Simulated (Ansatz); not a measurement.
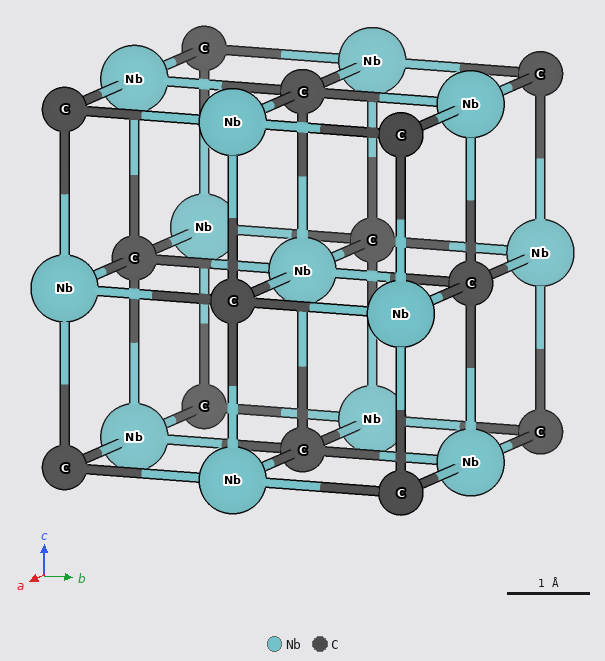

Normal modes of crystalline NbC (a generated structure), space group Fm-3m (No. 225), at the zone centre. The picture is a ball-and-stick view of the conventional cell (4 times the calculation's cell), seen slightly off an axis. Lengths and directions refer to the drawn axes.

Computed with DFT PBE, scalar-relativistic, plane waves, PAW in Ansatz 0.2.0. Settings: plane-wave cutoff 420 eV; k-point mesh 24 × 24 × 24; occupations fermi dirac; smearing width 0.15 eV; no spin polarisation.

The frequencies depend somewhat on the k-mesh and the smearing.

### Which optical modes does it have, at what frequencies, and is it stable there?

The calculation's cell holds 2 atoms, so there are 3 optical modes, in 1 level. The optical modes span T₁u. No level is unstable.

```tsv
level	symmetry	frequency (cm⁻¹)	activity
1	T₁u	514	infrared-active
```

The crystal is a metal, so free carriers screen the infrared response.

The displacement patterns (one member of each degenerate set):

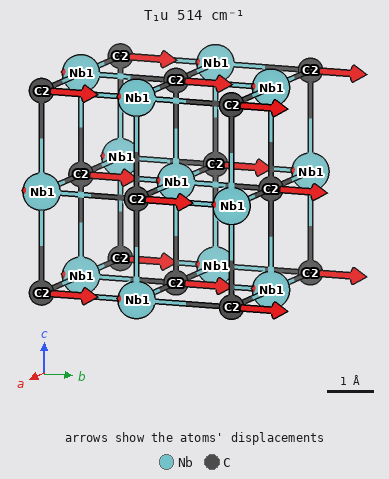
